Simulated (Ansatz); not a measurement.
Geometry relaxation, with input and output: Cu (part 1 of 2)

The run: geometry relaxation of Cu (3 atoms in the cell). Method and program: DFT, PBE, PAW with Ansatz's default frozen-core files, scalar-relativistic, no spin polarisation (Ansatz 0.2.0).

The structure was built on a prototype by a generator; it need not be a known phase. Its volume is 1.03 times that of the source entry. It belongs to a series of runs on one base structure; here: omega relaxed under pressure, PAW files. Figures and captions count atoms from 1; the log counts them from 0 in places.

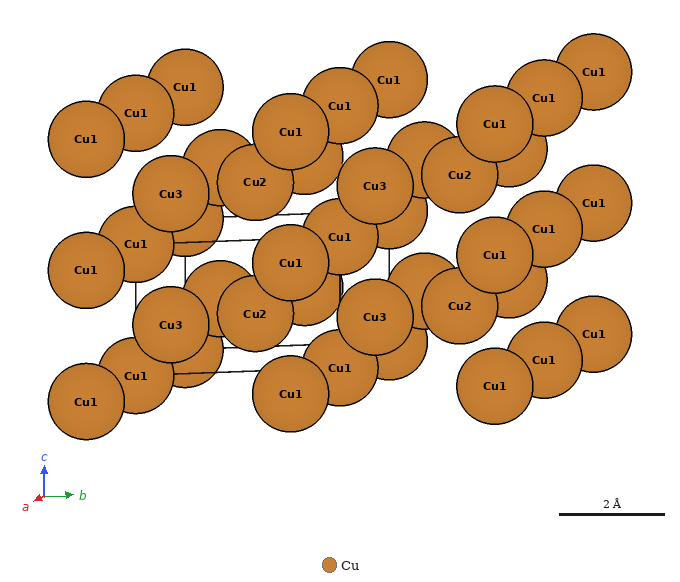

**Figure 1.** The input geometry (spheres-only view of the cell of the calculation, repeated 2 × 2 × 2, seen slightly off an axis; atoms are numbered from 1 in the order of the input).

## Summary

```tsv
quantity	value
outcome	converged
space group (tolerance 0.01 Å)	P6/mmm (191)
electrons treated	57
free energy	−19875.2807 eV
Fermi energy	15.530 eV
pressure	−3.71 GPa
final volume	37.62 Å³
largest force (length of the vector) at the end	under 0.001 eV/Å
final cell	a = 4.171 Å, b = 4.171 Å, c = 2.497 Å, α = 90.00°, β = 90.00°, γ = 120.00°
hardware	1 thread of Intel Xeon (Sapphire Rapids), 32 GiB of memory available, shared host
wall time	23 s
peak memory	0.45 GiB
```

## Input
```yaml
crystal:
  lattice:
    - [4.0970194071, 0.0, 0.0]
    - [-2.0485097036, 3.5481228864, 0.0]
    - [0.0, 0.0, 2.5401520324]
  atoms:
    - { symbol: Cu, position: [0.0, 0.0, 0.0] }
    - { symbol: Cu, position: [0.3333333333, 0.6666666667, 0.5] }
    - { symbol: Cu, position: [0.6666666667, 0.3333333333, 0.5] }
kpoints:
  mp_grid: { grid: [9, 9, 12] }
scf:
  occupations: { method: fermi_dirac, width: 0.05 }
hamiltonian:
  xc: pbe
  pseudopotentials: { kind: paw }
output:
  forces: true
  stress: true
  eigenvalues: true
  write_density: true
  write_potential: true
  elf: true
  volumetric_format: npy
relax:
  f_tol: 0.005
  max_steps: 40
  cell: { p_target: -3.7, stress_tol: 0.03 }
```

Launched with:
```bash
ansatz run input.yaml --threads 1 --pin off --max-ram 3584MiB --backend cpu --events-out ev --progress --plain --runs-dir out
```

## The program's output
```
Engine: ansatz 0.2.0, x86_64-unknown-linux-gnu
Pseudopotentials: kind: paw
Pseudopotential: Cu, paw, valence charge 19, recommended cutoff 420 eV (normal), Cu.paw.azcp
Functional definition: PBE
  parameter kappa = 0.804
  parameter beta = 0.06672455060314922
  exchange = pbe_x(kappa = kappa, mu = beta*pi^2/3)
  correlation = pbe_c(beta = beta)
Crystal: 3 atoms, lattice volume = 36.925 Å³
Basis set: ecut = 420 eV, 705 PW (Γ), exchange–correlation on 60×60×36 points (8 copies of the dense FFT grid, shifted against one another)
Bands: 35, of which v1, the nominal top of the filled ones, is band 29 counted from 1 (28 counted from 0)
Symmetry: 24 space group operations
Space group: P6/mmm (ITA 191), of the structure as read, at distance tolerance 3.3e-5 Å
k-points: 84 of 972
Non-local potential: Cu, projectors of the file, l = 0: 3, l = 1: 2, l = 2: 3, l = 3: 1
PAW form: soft (Blöchl's): semilocal exchange-correlation on the pseudo side does not see the compensation charge
PAW one-centre angular grid: Cu, 590 points (default); XC on 64 Gauss nodes
Initial density: superposition of atomic densities (neutral atoms: chi_scale 0, normalization atom), corrected by the library's trained network
Initial wavefunctions: pseudopotential atomic-orbital guess
Functional: x = pbe(κ = 0.804, μ = 0.2195149727645171), c = pbe(β = 0.06672455060314922)
SCF iter   1: F=—  HF=-19875.271937 eV  |F-HF|=—  |Δ(HF+E_count)|=         —  Δρ=3.26e-3  dr2=3.36e-3  ethr=1.77e-3  ⟨swp⟩=5.7  Hψ=10076  notcnv=0  defer=20
preconditioner: auto → none  [metal: Δε(μ)=0.032 eV  Ē_g=10.541 eV  σ=0.050 eV  W_gap=0.16  n_scr=8 (ndim 8)  ℏωp=35.1 eV  f_vac=0.000  D(μ)=0.95/eV (n_scr^D=6)  sad-step TF]
SCF iter   2: F=—  HF=-19875.272167 eV  |F-HF|=—  |Δ(HF+E_count)|=   2.29e-4  Δρ=1.86e-3  dr2=1.36e-3  ethr=5.89e-6  ⟨swp⟩=2.0  Hψ=5099  notcnv=0  defer=26
SCF iter   3: F=—  HF=-19875.272068 eV  |F-HF|=—  |Δ(HF+E_count)|=   9.87e-5  Δρ=8.27e-4  dr2=1.38e-4  ethr=2.39e-6  ⟨swp⟩=2.2  Hψ=4174  notcnv=0  defer=26
SCF iter   4: F=—  HF=-19875.272030 eV  |F-HF|=—  |Δ(HF+E_count)|=   3.84e-5  Δρ=9.70e-5  dr2=1.47e-6  ethr=2.42e-7  ⟨swp⟩=2.0  Hψ=4193  notcnv=0  defer=26
SCF iter   5: F=—  HF=-19875.272032 eV  |F-HF|=—  |Δ(HF+E_count)|=   2.70e-6  Δρ=3.05e-5  dr2=8.63e-8  ethr=2.58e-9  ⟨swp⟩=2.2  Hψ=4538  notcnv=0  defer=26
SCF iter   6: F=-19875.272032 eV  HF=-19875.272032 eV  |F-HF|=9.98e-8  |Δ(HF+E_count)|=   1.35e-7  Δρ=1.63e-5  dr2=5.33e-8  ethr=1.51e-10  ⟨swp⟩=11.2  Hψ=21035  notcnv=0
SCF 1 converged in 6 iterations: F = -19875.272032 eV  dr2 = 5.33e-8
  greatest PAW one-centre occupation: 1.000 electrons in one spin orbital (limit 2), on the Cu atom at site 0 (counted from 0), in its partial waves of l = 0
relax step   1: F+E_penalty+E_count = -19875.27203224 eV  Δ(F+E_penalty+E_count) = +0.000e0 eV  max|allowed force component| = 2.159e-17 eV/Å  Δτ_max = 0.0000 Å  P = -1.226 GPa  Ω = 36.925 Å³  (6 SCF iters, dr2 threshold 1.00e-7 eV, accepted)
Crystal: 3 atoms, lattice volume = 37.243 Å³
Initial density: handed on by an earlier stage of this run
Initial wavefunctions: those handed on with the density
iter 1 solved again at ethr=4.74e-6 eV; its pass at ethr=3.10e-3 eV (dr2=2.70e-3 eV) is discarded
SCF iter   1: F=—  HF=-19875.281225 eV  |F-HF|=—  |Δ(HF+E_count)|=         —  Δρ=3.42e-3  dr2=2.71e-3  ethr=4.74e-6  ⟨swp⟩=1.6  Hψ=13311  notcnv=0
preconditioner: auto → none  [metal: Δε(μ)=0.016 eV  Ē_g=10.486 eV  σ=0.050 eV  W_gap=0.08  n_scr=8 (ndim 8)  ℏωp=35.0 eV  f_vac=0.000  D(μ)=0.93/eV (n_scr^D=6)]
SCF iter   2: F=—  HF=-19875.280672 eV  |F-HF|=—  |Δ(HF+E_count)|=   5.53e-4  Δρ=4.30e-4  dr2=2.30e-5  ethr=4.74e-6  ⟨swp⟩=2.1  Hψ=3980  notcnv=0
SCF iter   3: F=—  HF=-19875.280643 eV  |F-HF|=—  |Δ(HF+E_count)|=   2.88e-5  Δρ=2.49e-4  dr2=1.43e-5  ethr=4.04e-8  ⟨swp⟩=2.1  Hψ=5306  notcnv=0
iter 4 did not close the SCF: its close was put off for the readings that it lacked (scf_convergence_deferred on its scf_iter line)
SCF iter   4: F=-19875.280640 eV  HF=-19875.280640 eV  |F-HF|=1.17e-7  |Δ(HF+E_count)|=   3.08e-6  Δρ=2.74e-5  dr2=7.61e-8  ethr=2.50e-8  ⟨swp⟩=2.3  Hψ=3923  notcnv=0
iter 5 did not close the SCF: its close was put off for the readings that it lacked (scf_convergence_deferred on its scf_iter line)
SCF iter   5: F=-19875.280640 eV  HF=-19875.280640 eV  |F-HF|=1.31e-9  |Δ(HF+E_count)|=   1.48e-7  Δρ=2.91e-6  dr2=1.73e-9  ethr=1.33e-10  ⟨swp⟩=2.1  Hψ=5153  notcnv=0
SCF iter   6: F=-19875.280640 eV  HF=-19875.280640 eV  |F-HF|=3.06e-10  |Δ(HF+E_count)|=  6.55e-11  Δρ=1.02e-6  dr2=2.04e-10  ethr=3.03e-12  ⟨swp⟩=5.0  Hψ=15698  notcnv=0
SCF 2 converged in 6 iterations: F = -19875.280640 eV  dr2 = 2.04e-10
relax step   2: F+E_penalty+E_count = -19875.28064023 eV  Δ(F+E_penalty+E_count) = -8.608e-3 eV  max|allowed force component| = 3.547e-17 eV/Å  Δτ_max = 0.0000 Å  P = -2.433 GPa  Ω = 37.243 Å³  energy of the carried Pulay correction = -2.258e-4 eV  (6 SCF iters, dr2 threshold 3.00e-7 eV, accepted)
Crystal: 3 atoms, lattice volume = 37.523 Å³
Basis set: ecut = 420 eV, 723 PW (Γ), exchange–correlation on 60×60×36 points (8 copies of the dense FFT grid, shifted against one another)
iter 1 solved again at ethr=4.46e-6 eV; its pass at ethr=3.10e-3 eV (dr2=2.54e-3 eV) is discarded
SCF iter   1: F=—  HF=-19875.283065 eV  |F-HF|=—  |Δ(HF+E_count)|=         —  Δρ=3.38e-3  dr2=2.55e-3  ethr=4.46e-6  ⟨swp⟩=2.0  Hψ=15596  notcnv=0
preconditioner: auto → none  [metal: Δε(μ)=0.047 eV  Ē_g=10.437 eV  σ=0.050 eV  W_gap=0.23  n_scr=8 (ndim 8)  ℏωp=34.8 eV  f_vac=0.000  D(μ)=0.82/eV (n_scr^D=6)]
SCF iter   2: F=—  HF=-19875.282534 eV  |F-HF|=—  |Δ(HF+E_count)|=   5.31e-4  Δρ=5.79e-4  dr2=4.55e-5  ethr=4.46e-6  ⟨swp⟩=2.1  Hψ=3934  notcnv=0
SCF iter   3: F=—  HF=-19875.282525 eV  |F-HF|=—  |Δ(HF+E_count)|=   8.60e-6  Δρ=2.64e-4  dr2=1.28e-5  ethr=7.98e-8  ⟨swp⟩=2.0  Hψ=4274  notcnv=0
iter 4 did not close the SCF: its close was put off for the readings that it lacked (scf_convergence_deferred on its scf_iter line)
SCF iter   4: F=-19875.282523 eV  HF=-19875.282523 eV  |F-HF|=1.51e-8  |Δ(HF+E_count)|=   2.08e-6  Δρ=2.50e-5  dr2=8.96e-8  ethr=2.25e-8  ⟨swp⟩=2.3  Hψ=4233  notcnv=0
iter 5 did not close the SCF: its close was put off for the readings that it lacked (scf_convergence_deferred on its scf_iter line)
SCF iter   5: F=-19875.282523 eV  HF=-19875.282523 eV  |F-HF|=7.86e-8  |Δ(HF+E_count)|=   1.26e-7  Δρ=1.72e-5  dr2=5.46e-8  ethr=1.57e-10  ⟨swp⟩=2.0  Hψ=5335  notcnv=0
SCF iter   6: F=-19875.282523 eV  HF=-19875.282523 eV  |F-HF|=4.94e-9  |Δ(HF+E_count)|=   1.45e-8  Δρ=4.77e-6  dr2=3.84e-9  ethr=9.59e-11  ⟨swp⟩=5.5  Hψ=17495  notcnv=0
SCF 3 converged in 6 iterations: F = -19875.282523 eV  dr2 = 3.84e-9
relax step   3: F+E_penalty+E_count = -19875.28252347 eV  Δ(F+E_penalty+E_count) = -1.883e-3 eV  max|allowed force component| = 3.701e-17 eV/Å  Δτ_max = 0.0000 Å  P = -3.399 GPa  Ω = 37.523 Å³  energy of the carried Pulay correction = -4.277e-4 eV  (6 SCF iters, dr2 threshold 3.00e-7 eV, accepted)
Crystal: 3 atoms, lattice volume = 37.630 Å³
iter 1 solved again at ethr=4.43e-7 eV; its pass at ethr=3.10e-3 eV (dr2=2.53e-4 eV) is discarded
SCF iter   1: F=—  HF=-19875.280168 eV  |F-HF|=—  |Δ(HF+E_count)|=         —  Δρ=1.02e-3  dr2=2.55e-4  ethr=4.43e-7  ⟨swp⟩=2.0  Hψ=12765  notcnv=0
preconditioner: auto → none  [metal: Δε(μ)=0.038 eV  Ē_g=10.403 eV  σ=0.050 eV  W_gap=0.19  n_scr=8 (ndim 8)  ℏωp=34.8 eV  f_vac=0.000  D(μ)=0.84/eV (n_scr^D=6)]
SCF iter   2: F=—  HF=-19875.280127 eV  |F-HF|=—  |Δ(HF+E_count)|=   4.10e-5  Δρ=8.98e-5  dr2=1.68e-6  ethr=4.43e-7  ⟨swp⟩=2.2  Hψ=4020  notcnv=0
SCF iter   3: F=—  HF=-19875.280125 eV  |F-HF|=—  |Δ(HF+E_count)|=   1.98e-6  Δρ=5.75e-5  dr2=1.03e-6  ethr=2.94e-9  ⟨swp⟩=2.4  Hψ=5141  notcnv=0
iter 4 did not close the SCF: its close was put off for the readings that it lacked (scf_convergence_deferred on its scf_iter line)
SCF iter   4: F=-19875.280125 eV  HF=-19875.280125 eV  |F-HF|=6.74e-9  |Δ(HF+E_count)|=   2.56e-7  Δρ=6.68e-6  dr2=5.75e-9  ethr=1.81e-9  ⟨swp⟩=2.1  Hψ=4004  notcnv=0
iter 5 did not close the SCF: its close was put off for the readings that it lacked (scf_convergence_deferred on its scf_iter line)
SCF iter   5: F=-19875.280125 eV  HF=-19875.280125 eV  |F-HF|=5.97e-10  |Δ(HF+E_count)|=   1.28e-8  Δρ=1.95e-6  dr2=6.20e-10  ethr=1.01e-11  ⟨swp⟩=2.0  Hψ=5332  notcnv=0
SCF iter   6: F=-19875.280125 eV  HF=-19875.280125 eV  |F-HF|=8.00e-11  |Δ(HF+E_count)|=  7.64e-11  Δρ=5.42e-7  dr2=5.47e-11  ethr=1.09e-12  ⟨swp⟩=5.0  Hψ=15552  notcnv=0
SCF 4 converged in 6 iterations: F = -19875.280125 eV  dr2 = 5.47e-11
relax step   4: F+E_penalty+E_count = -19875.28012480 eV  Δ(F+E_penalty+E_count) = +2.399e-3 eV  max|allowed force component| = 5.089e-17 eV/Å  Δτ_max = 0.0000 Å  P = -3.728 GPa  Ω = 37.630 Å³  energy of the carried Pulay correction = -5.005e-4 eV  (6 SCF iters, dr2 threshold 3.00e-7 eV, accepted)
Crystal: 3 atoms, lattice volume = 37.621 Å³
iter 1 solved again at ethr=3.32e-9 eV; its pass at ethr=3.10e-3 eV (dr2=1.89e-6 eV) is discarded
SCF iter   1: F=—  HF=-19875.280336 eV  |F-HF|=—  |Δ(HF+E_count)|=         —  Δρ=8.87e-5  dr2=1.90e-6  ethr=3.32e-9  ⟨swp⟩=2.0  Hψ=12604  notcnv=0
preconditioner: auto → none  [metal: Δε(μ)=0.038 eV  Ē_g=10.399 eV  σ=0.050 eV  W_gap=0.19  n_scr=8 (ndim 8)  ℏωp=34.8 eV  f_vac=0.000  D(μ)=0.84/eV (n_scr^D=6)]
SCF iter   2: F=—  HF=-19875.280346 eV  |F-HF|=—  |Δ(HF+E_count)|=   1.07e-5  Δρ=8.79e-6  dr2=1.35e-8  ethr=3.32e-9  ⟨swp⟩=2.1  Hψ=3969  notcnv=0
iter 3 did not close the SCF: its close was put off for the readings that it lacked (scf_convergence_deferred on its scf_iter line)
SCF iter   3: F=-19875.280346 eV  HF=-19875.280346 eV  |F-HF|=5.74e-9  |Δ(HF+E_count)|=   1.77e-8  Δρ=5.67e-6  dr2=9.33e-9  ethr=2.36e-11  ⟨swp⟩=2.0  Hψ=5335  notcnv=0
iter 4 did not close the SCF: its close was put off for the readings that it lacked (scf_convergence_deferred on its scf_iter line)
SCF iter   4: F=-19875.280346 eV  HF=-19875.280346 eV  |F-HF|=7.64e-11  |Δ(HF+E_count)|=   2.11e-9  Δρ=6.84e-7  dr2=5.10e-11  ethr=1.64e-11  ⟨swp⟩=2.1  Hψ=3755  notcnv=0
iter 5 did not close the SCF: its close was put off for the readings that it lacked (scf_convergence_deferred on its scf_iter line)
SCF iter   5: F=-19875.280346 eV  HF=-19875.280346 eV  |F-HF|=0.00e0  |Δ(HF+E_count)|=  1.13e-10  Δρ=6.71e-8  dr2=7.69e-13  ethr=1.00e-12  ⟨swp⟩=1.0  Hψ=2940  notcnv=0
SCF iter   6: F=-19875.280346 eV  HF=-19875.280346 eV  |F-HF|=7.28e-12  |Δ(HF+E_count)|=  3.64e-12  Δρ=3.47e-8  dr2=2.12e-13  ethr=1.00e-12  ⟨swp⟩=4.0  Hψ=13234  notcnv=0
SCF 5 converged in 6 iterations: F = -19875.280346 eV  dr2 = 2.12e-13
relax step   5: F+E_penalty+E_count = -19875.28034635 eV  Δ(F+E_penalty+E_count) = -2.215e-4 eV  max|allowed force component| = 5.089e-17 eV/Å  Δτ_max = 0.0000 Å  P = -3.700 GPa  Ω = 37.621 Å³  energy of the carried Pulay correction = -4.942e-4 eV  (6 SCF iters, accepted)
Initial wavefunctions: pseudopotential atomic-orbital guess (no wavefunctions were taken with the density)
iter 1 solved again at ethr=1.05e-8 eV; its pass at ethr=3.10e-3 eV (dr2=6.00e-6 eV) is discarded
SCF iter   1: F=—  HF=-19875.279981 eV  |F-HF|=—  |Δ(HF+E_count)|=         —  Δρ=8.25e-4  dr2=5.59e-6  ethr=1.05e-8  ⟨swp⟩=3.1  Hψ=18713  notcnv=0
SCF iter   2: F=—  HF=-19875.280535 eV  |F-HF|=—  |Δ(HF+E_count)|=   5.55e-4  Δρ=4.12e-4  dr2=1.40e-6  ethr=9.81e-9  ⟨swp⟩=1.0  Hψ=2940  notcnv=0
SCF iter   3: F=—  HF=-19875.280718 eV  |F-HF|=—  |Δ(HF+E_count)|=   1.82e-4  Δρ=6.04e-6  dr2=5.59e-9  ethr=2.45e-9  ⟨swp⟩=1.8  Hψ=3190  notcnv=0
SCF iter   4: F=—  HF=-19875.280718 eV  |F-HF|=—  |Δ(HF+E_count)|=   5.72e-9  Δρ=1.63e-6  dr2=5.06e-10  ethr=9.81e-12  ⟨swp⟩=2.2  Hψ=4690  notcnv=0
SCF iter   5: F=—  HF=-19875.280718 eV  |F-HF|=—  |Δ(HF+E_count)|=  1.24e-10  Δρ=2.11e-7  dr2=4.46e-12  ethr=1.00e-12  ⟨swp⟩=2.0  Hψ=4142  notcnv=0
SCF iter   6: F=-19875.280718 eV  HF=-19875.280718 eV  |F-HF|=3.64e-12  |Δ(HF+E_count)|=  1.46e-11  Δρ=1.36e-7  dr2=3.35e-12  ethr=1.00e-12  ⟨swp⟩=5.1  Hψ=12263  notcnv=0
SCF 6 converged in 6 iterations: F = -19875.280718 eV  dr2 = 3.35e-12
relax step   6: F+E_penalty+E_count = -19875.28071781 eV  Δ(F+E_penalty+E_count) = -3.715e-4 eV  max|allowed force component| = 2.005e-17 eV/Å  Δτ_max = 0.0000 Å  P = -3.710 GPa  Ω = 37.621 Å³  stress off target by 2.15e-2 GPa  SCF on the basis re-selected at this cell (its energy is not comparable with the rows above)  (6 SCF iters)
```

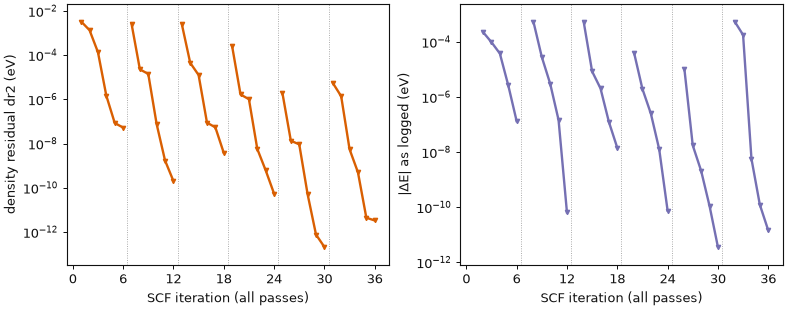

**Figure 2.** Convergence of the self-consistent field: density residual dr2 and size of the energy change against the SCF iteration. The dotted lines part the SCF passes of the relaxation: geometry steps, rejected trials and re-solves on a re-selected basis. The 6 passes take 6 iterations each, 36 in all.

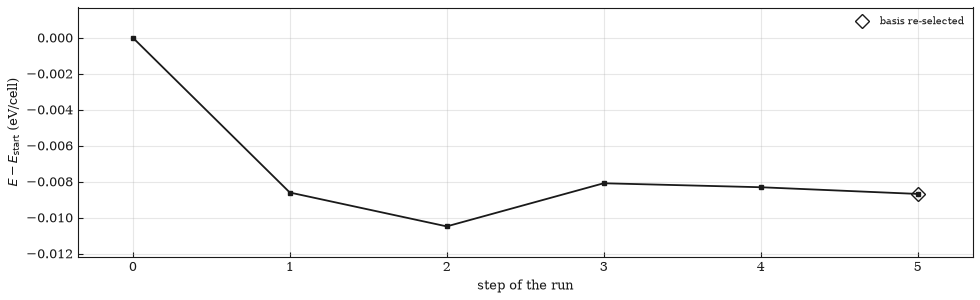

**Figure 3.** Progress of the relaxation, step by step (the first geometry is step 0 here and step 1 in the log).
